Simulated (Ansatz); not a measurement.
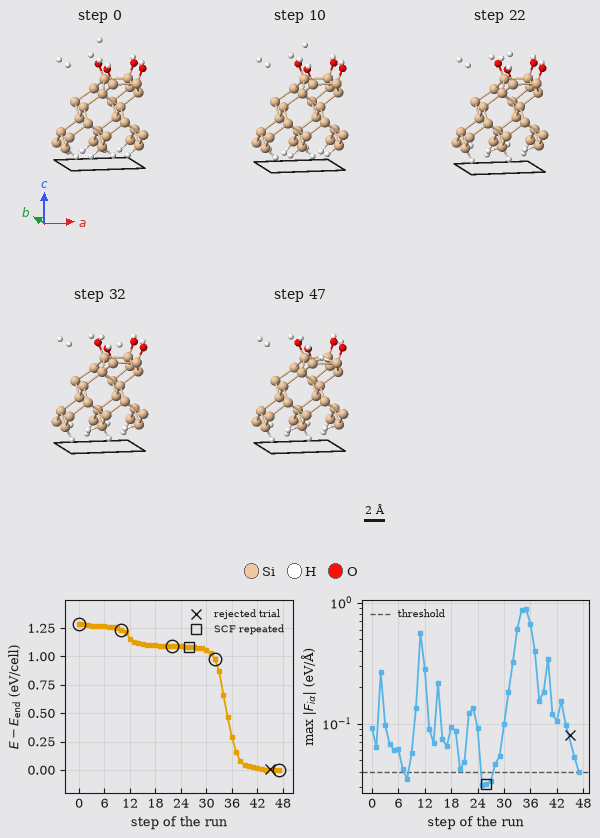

Frames of a constrained relaxation of a slab of composition Si24H13O4 (cut from the Fd-3m phase), marked on the history of the run. Style: ball-and-stick. Shown: the cell of the calculation, outlined in the plane, without the vacuum (origin shifted), slightly off an axis.

Case: 1 H a cell, anchor, over a top H site. The slab is the (1 0 0) face of Si with H on it. 12 atoms are held fixed.

All numbers below come from Ansatz 0.2.0, DFT PBE+D3(BJ), scalar-relativistic, plane waves, PAW. (plane-wave cutoff 420 eV; k-point mesh 2 × 2 × 1; occupations gaussian; smearing width 0.05 eV; collinear spin; dipole correction; atoms relaxed in a fixed cell; force threshold 0.04 eV/Å; at most 100 steps)

Question: Describe the path.

Answer: After 45 accepted moves (47 points after the start) the energy has fallen by 1.287 eV per cell of the calculation. Largest force component: 0.092 eV/Å at the start, 0.04 eV/Å at the end. The line search rejected the trial step at point 45 of the run. 1 step only repeated the SCF at the same geometry. The forces were under the threshold at step 8, but the run went on from there. The largest move is that of an H atom, 4.60 Å at 35° to the normal (−c side). Largest moves by element: H 4.60 Å, O 0.24 Å, Si 0.09 Å. The cell doesn't change. Among the contacts that change: H–Si 6.051 → 1.834 Å, H–Si 5.201 → 1.759 Å, Si–Si 2.448 → 2.530 Å, Si–Si 2.356 → 2.319 Å. New bonds form: H–Si (5.20 → 1.76 Å). Among the angles between lasting bonds that change: Si–Si–H 111.5° → 98.4°, Si–Si–H 111.2° → 98.2°, Si–Si–H 111.5° → 98.7°. The program noted that the starting moments weren't kept. From step 0 to 10: an H atom moves most (1.61 Å), energy −56.6 meV per cell of the calculation. From step 10 to 22: an H atom moves most (1.16 Å), energy −0.139 eV per cell of the calculation. From step 22 to 32: an H atom moves most (1.60 Å), energy −0.114 eV per cell of the calculation. From step 32 to 47: an H atom moves most (1.41 Å), energy −0.978 eV per cell of the calculation.

| step | E − E(0), meV/atom | largest force component, eV/Å | note |
| --- | --- | --- | --- |
| 0 | 0.00 | 0.0920 |  |
| 1 | -0.09 | 0.0640 |  |
| 2 | -0.23 | 0.2662 |  |
| 3 | -0.38 | 0.0968 |  |
| 4 | -0.45 | 0.0682 |  |
| 5 | -0.50 | 0.0604 |  |
| 6 | -0.54 | 0.0614 |  |
| 7 | -0.60 | 0.0419 |  |
| 8 | -0.69 | 0.0351 |  |
| 9 | -0.90 | 0.0568 |  |
| 10 | -1.38 | 0.1359 |  |
| 12 | -3.23 | 0.2847 |  |
| 14 | -4.04 | 0.0693 |  |
| 16 | -4.49 | 0.0740 |  |
| 18 | -4.62 | 0.0940 |  |
| 20 | -4.71 | 0.0422 |  |
| 22 | -4.76 | 0.1215 |  |
| 24 | -4.87 | 0.0917 |  |
| 26 | -4.94 | 0.0315 | same geometry, SCF repeated |
| 28 | -5.11 | 0.0461 |  |
| 29 | -5.30 | 0.0540 |  |
| 31 | -6.33 | 0.1810 |  |
| 33 | -10.21 | 0.6087 |  |
| 35 | -20.13 | 0.8848 |  |
| 37 | -27.50 | 0.3997 |  |
| 39 | -30.34 | 0.1841 |  |
| 41 | -30.75 | 0.1193 |  |
| 43 | -31.18 | 0.1543 |  |
| 45 | -31.27 | 0.0805 | rejected |
| 47 | -31.40 | 0.0397 |  |

Limits of the set-up: the k-point mesh is coarse for a cell with partly filled bands; the periodic images lie only 7.7 Å apart, so the values are limited by the cell's size.
